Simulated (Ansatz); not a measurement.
## Run report: TiAl, single-point calculation

- system: TiAl (2 atoms in the cell)
- method: DFT, PBE, plane waves, PAW, no spin polarisation (Ansatz 0.2.0)

The structure derives from an entry of the Crystallography Open Database. Some settings of this run were made unusual or wrong on purpose. Figures and captions count atoms from 1; the log counts them from 0 in places.

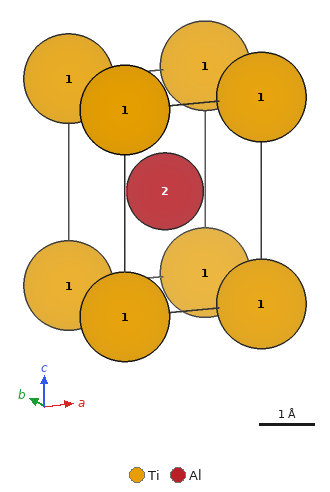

*The input geometry (spheres-only view of the cell of the calculation, seen slightly off an axis; atoms are numbered from 1 in the order of the input).*

Outcome

- outcome: converged
- space group (tolerance 0.01 Å): P4/mmm (123)
- electrons treated: 15
- free energy: −3041.2995 eV
- Fermi energy: 12.909 eV
- gap on the k-point mesh: none (metallic)
- pressure: 21.45 GPa
- largest force (length of the vector): under 0.001 eV/Å
- hardware: 1 thread of AMD EPYC (Zen 3), 32 GiB of memory available, shared host
- wall time: 0.62 s
- peak memory: 0.3 GiB

Diagnosis

A setting was made wrong on purpose: one k-point for a small cell (`kpoints.mp_grid.grid`). One point cannot sample the zone of a small cell. The program still converged, but the numbers can't be taken as results for the intended system. Results for this metal are sensitive to the k-point mesh.

Input file
```yaml
crystal:
  lattice:
    - [2.6922733107, 0.0, 0.0]
    - [0.0, 2.6922733107, 0.0]
    - [0.0, 0.0, 3.8749991189]
  atoms:
    - { symbol: Ti, position: [0.0, 0.0, 0.0] }
    - { symbol: Al, position: [0.5, 0.5, 0.5] }
basis:
  ecutwfc: 420
kpoints:
  mp_grid: { grid: [1, 1, 1] }
hamiltonian:
  xc: pbe
scf:
  occupations: { method: fermi_dirac, width: 0.15 }
  max_iter: 100
output:
  forces: true
  eigenvalues: true
  stress: true
```

Launch command:
```bash
ansatz run input.yaml --threads 1 --pin off --max-ram 3072MiB --backend cpu --events-out ev --progress --plain --runs-dir out
```

What the program printed
```
Engine: ansatz 0.2.0, x86_64-unknown-linux-gnu
Pseudopotentials: kind: paw
Pseudopotential: Ti, paw, valence charge 12, recommended cutoff 420 eV (normal), Ti.paw.azcp
Pseudopotential: Al, paw, valence charge 3, recommended cutoff 420 eV (normal), Al.paw.azcp
Functional definition: PBE
  parameter kappa = 0.804
  parameter beta = 0.06672455060314922
  exchange = pbe_x(kappa = kappa, mu = beta*pi^2/3)
  correlation = pbe_c(beta = beta)
Crystal: 2 atoms, lattice volume = 28.087 Å³
Basis set: ecut = 420 eV, 545 PW (Γ), exchange–correlation on 36×36×54 points (8 copies of the dense FFT grid, shifted against one another)
Bands: 12, of which v1, the nominal top of the filled ones, is band 8 counted from 1 (7 counted from 0)
Symmetry: 16 space group operations
Space group: P4/mmm (ITA 123), of the structure as read, at distance tolerance 3.0e-5 Å
k-points: 1
Non-local potential: Ti, projectors of the file, l = 0: 3, l = 1: 2, l = 2: 3, l = 3: 1
Non-local potential: Al, projectors of the file, l = 0: 2, l = 1: 2, l = 2: 1
PAW form: soft (Blöchl's): semilocal exchange-correlation on the pseudo side does not see the compensation charge
PAW one-centre angular grid: Ti, 590 points (default); XC on 64 Gauss nodes
PAW one-centre angular grid: Al, 110 points (default); XC on 64 Gauss nodes
Initial density: superposition of atomic densities (neutral atoms: chi_scale 0, normalization atom), corrected by the library's trained network
Initial wavefunctions: pseudopotential atomic-orbital guess
Functional: x = pbe(κ = 0.804, μ = 0.2195149727645171), c = pbe(β = 0.06672455060314922)
SCF iter   1: F=—  HF=-3042.147994 eV  |F-HF|=—  |Δ(HF+E_count)|=         —  Δρ=1.13e-1  dr2=4.00e0  ethr=1.77e-3  ⟨swp⟩=5.0  Hψ=59  notcnv=0
preconditioner: auto → none  [insulator: Δε(μ)=2.637 eV  Ē_g=7.330 eV  σ=0.150 eV  W_gap=0.50  n_scr=6 (ndim 8)  ℏωp=18.5 eV  f_vac=0.000  D(μ)=3.35/eV (n_scr^D=44)  ε∞_Penn≈7.4]
SCF iter   2: F=—  HF=-3042.316324 eV  |F-HF|=—  |Δ(HF+E_count)|=   1.68e-1  Δρ=9.44e-2  dr2=3.46e0  ethr=1.77e-3  ⟨swp⟩=3.0  Hψ=33  notcnv=0
SCF iter   3: F=—  HF=-3041.305596 eV  |F-HF|=—  |Δ(HF+E_count)|=    1.01e0  Δρ=3.07e-2  dr2=9.53e-2  ethr=1.77e-3  ⟨swp⟩=4.0  Hψ=30  notcnv=0
SCF iter   4: F=—  HF=-3041.351216 eV  |F-HF|=—  |Δ(HF+E_count)|=   4.56e-2  Δρ=3.72e-2  dr2=5.14e-1  ethr=6.35e-4  ⟨swp⟩=3.0  Hψ=31  notcnv=0  recentre
SCF iter   5: F=—  HF=-3041.325330 eV  |F-HF|=—  |Δ(HF+E_count)|=   2.59e-2  Δρ=2.40e-2  dr2=2.25e-1  ethr=6.35e-4  ⟨swp⟩=3.0  Hψ=23  notcnv=0
SCF iter   6: F=—  HF=-3041.299413 eV  |F-HF|=—  |Δ(HF+E_count)|=   2.59e-2  Δρ=1.15e-3  dr2=4.22e-4  ethr=6.35e-4  ⟨swp⟩=2.0  Hψ=17  notcnv=0
SCF iter   7: F=—  HF=-3041.299401 eV  |F-HF|=—  |Δ(HF+E_count)|=   1.12e-5  Δρ=9.05e-4  dr2=2.86e-4  ethr=2.81e-6  ⟨swp⟩=3.0  Hψ=27  notcnv=0
SCF iter   8: F=—  HF=-3041.299373 eV  |F-HF|=—  |Δ(HF+E_count)|=   2.81e-5  Δρ=1.86e-4  dr2=6.69e-6  ethr=1.91e-6  ⟨swp⟩=1.0  Hψ=12  notcnv=0
SCF iter   9: F=—  HF=-3041.299478 eV  |F-HF|=—  |Δ(HF+E_count)|=   1.05e-4  Δρ=2.22e-4  dr2=1.92e-5  ethr=4.46e-8  ⟨swp⟩=3.0  Hψ=16  notcnv=0
SCF iter  10: F=—  HF=-3041.299477 eV  |F-HF|=—  |Δ(HF+E_count)|=   5.69e-7  Δρ=1.77e-4  dr2=1.22e-5  ethr=4.46e-8  ⟨swp⟩=1.0  Hψ=12  notcnv=0
SCF iter  11: F=—  HF=-3041.299476 eV  |F-HF|=—  |Δ(HF+E_count)|=   1.17e-6  Δρ=3.26e-5  dr2=3.98e-7  ethr=4.46e-8  ⟨swp⟩=1.0  Hψ=12  notcnv=0
SCF iter  12: F=-3041.299476 eV  HF=-3041.299476 eV  |F-HF|=1.42e-9  |Δ(HF+E_count)|=   2.17e-8  Δρ=3.11e-6  dr2=2.52e-9  ethr=6.67e-10  ⟨swp⟩=3.0  Hψ=32  notcnv=0
SCF 1 converged in 12 iterations: F = -3041.299476 eV  dr2 = 2.52e-9
  greatest PAW one-centre occupation: 0.999 electrons in one spin orbital (limit 2), on the Ti atom at site 0 (counted from 0), in its partial waves of l = 0
```

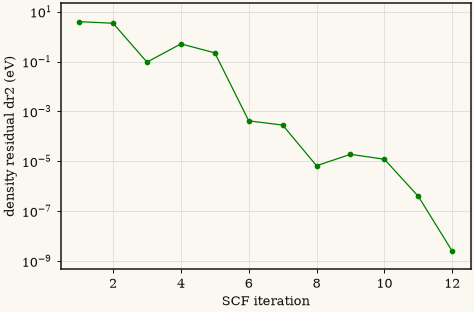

*Convergence of the self-consistent field: density residual dr2 against the SCF iteration.*

The residual falls unevenly and jumps up by a factor of two or more 2 times on the way down.

```
SCF converged after 12 iterations
Free energy (F): -3041.299476 eV
Harris-Foulkes:  -3041.299476 eV  (|F-HF|=1.42e-9)
Internal energy: -3040.964902 eV  (E = F + TS)
E sigma→0 (E₀):  -3041.132189 eV
Entropy (-TS):   -0.334574 eV (-167.287 meV/atom)
Fermi energy:    12.908527 eV
--- Per-component energies (eV) ---
  E_band       = -128.774410
  E_kinetic    = 300.669107
  E_local      = -1012.366902  (includes V_loc(G=0)·N_el)
  E_nonlocal   = 18.210104
  E_hartree    = 448.506834
  E_xc         = -141.314266
  E_vxc        = -156.202207  (∫ρ·V_xc dr)
  E_paw        = -1515.932268  (= ΣΔE_a)
  E_vpaw       = -176.099637  (= ΣTr[D̂ρ^β])
  E_aug_tail   = 0.000112  (compensation charges beyond the density's cutoff)
  E_ewald      = -1138.737625
  E_smearing   = -0.334574  (= −TS)
  E_closure    = -0.000000  (closes the sum)
  Σ components = -3041.299476   (vs F -3041.299476, Δ=0.00e0)
--- Forces (eV/Å), atoms counted from 1 ---
  atom   1  Ti    -0.00000000     0.00000000     0.00000000
  atom   2  Al    -0.00000000    -0.00000000     0.00000000
  max |Σ_I F_I| component: 3.34e-28 eV/Å
--- Stress (GPa, compression-positive) ---
      -39.869596       0.000000       0.000000
        0.000000     -39.869596       0.000000
        0.000000       0.000000     144.074645
  P = ⅓ Tr σ = 21.4452 GPa (214.452 kbar)
--- Band table (eV) ---
  k-point 0: bands = ["-42.4092", "-18.9370", "-18.2289", "-18.2289", "2.8002", "11.5072", "12.7064", "12.7769", "16.2712", "16.2712", "17.8730", "20.5626"]
```
